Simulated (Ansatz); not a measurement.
Convergence test: the plane-wave cutoff (density cutoff scaled with it) is varied and all else is held.
The run: Ta (Im-3m, 1 atom in the cell), by DFT, PBE, PAW with Ansatz's default frozen-core files, scalar-relativistic in Ansatz; 16×16×16 k-mesh, Fermi–Dirac smearing of 0.08 eV.
ΔE is the free energy less its value at the largest setting, 800 eV.
Dashed lines or grey bands mark the tolerance: 1 meV/atom and 0.1 GPa.
The pressure holds the program's Pulay correction for the finite basis; without it, low cutoffs would be much further off.
Values: 200 eV, 250 eV, 350 eV, 600 eV and 800 eV.

> How do the results converge (to 1 meV/atom and 0.1 GPa)?

The free energy is within 1 meV/atom of the largest setting's value from 600 eV on. It is off by 1300 meV/atom at 200 eV, 120 meV/atom at 250 eV and 5.2 meV/atom at 350 eV (always above it). The pressure is within 0.1 GPa of the largest setting's value from 350 eV on. It is 0.17 GPa at 200 eV, 0.41 GPa at 250 eV and 0.02 GPa at 800 eV. The smaller bases give higher energies, which fall towards the limit as the basis grows.

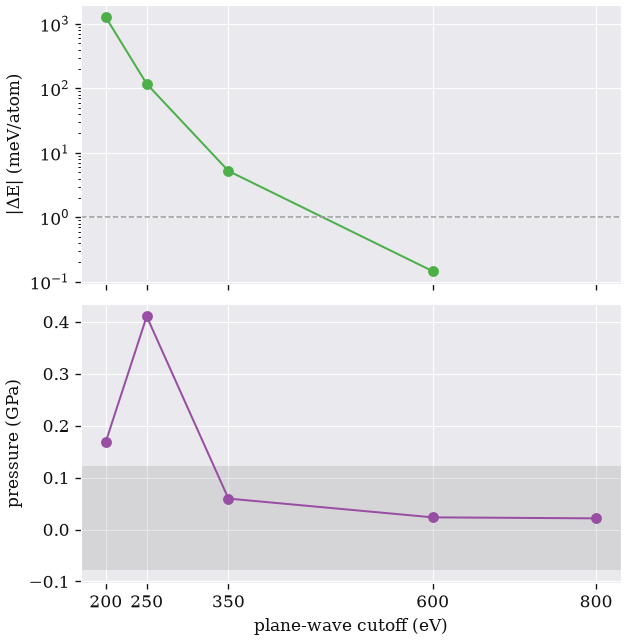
